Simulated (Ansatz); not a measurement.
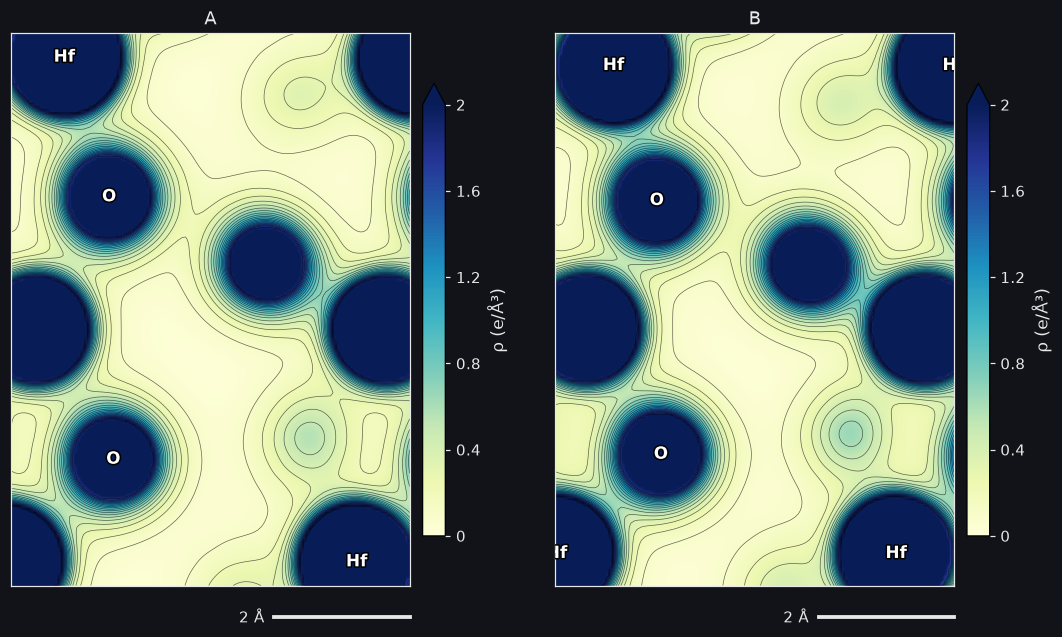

HfO2. The valence charge density (pseudo) of two cells that differ in size, on the (011) plane of each (indices in the axes of the calculation cell), at one length scale and on one colour scale; one has 10.8 and the other 12.0 Å³ an atom.

All numbers below come from Kohn-Sham DFT of a periodic cell, exchange-only PBE, Ansatz PAW in Ansatz 0.2.0.

The density is the valence pseudo-density of a PAW calculation; it isn't the true density close to the nuclei.

Question: Which is the denser cell? Describe the effect of the change.

Answer: Panel B is the smaller cell, by 10 % in volume. From the larger cell to the smaller, Hf–O goes from 2.17 to 2.09 Å, and the density at its midpoint from 0.61 to 0.74 e/Å³; the pressure goes from 15 to 47 GPa; the Kohn–Sham gap goes from 4.2 eV to 4.5 eV.
